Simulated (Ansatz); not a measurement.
O

```
O
1.0
     1.77182    0.00000    0.00000
     0.00000    1.77182    0.00000
     0.00000    0.00000    3.14438
O
1
Direct
  0.00000 0.00000 0.00000
```

Space group P4/mmm; a structure from a database of computed crystals, not necessarily the ambient phase.

Computed with DFT r2SCAN, scalar-relativistic, plane waves, PAW in Ansatz 0.2.0.

What will maps of the valence pseudo-density and electron localisation function show?

Answer. O–O (1.77 Å): ρ is about 0.79 e/Å³ halfway; the ELF peaks at about 0.75 in the valence shell of O, 0.5 Å from its nucleus, and drops to about 0.35 between the two atoms.

Metal or insulator at this level of theory?

Answer. It is metallic or semimetallic at this level of theory: no gap opens.

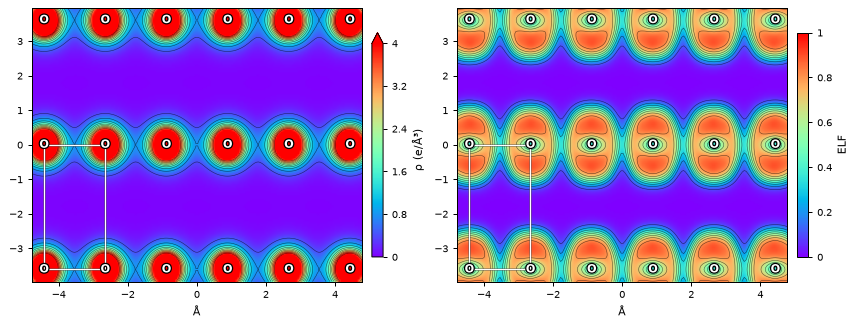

Computed valence pseudo-density and electron localisation function on the (011) plane of the conventional cell, in this order. 

Core electrons are frozen (PAW), and the valence fields are smoothed inside the atomic spheres.
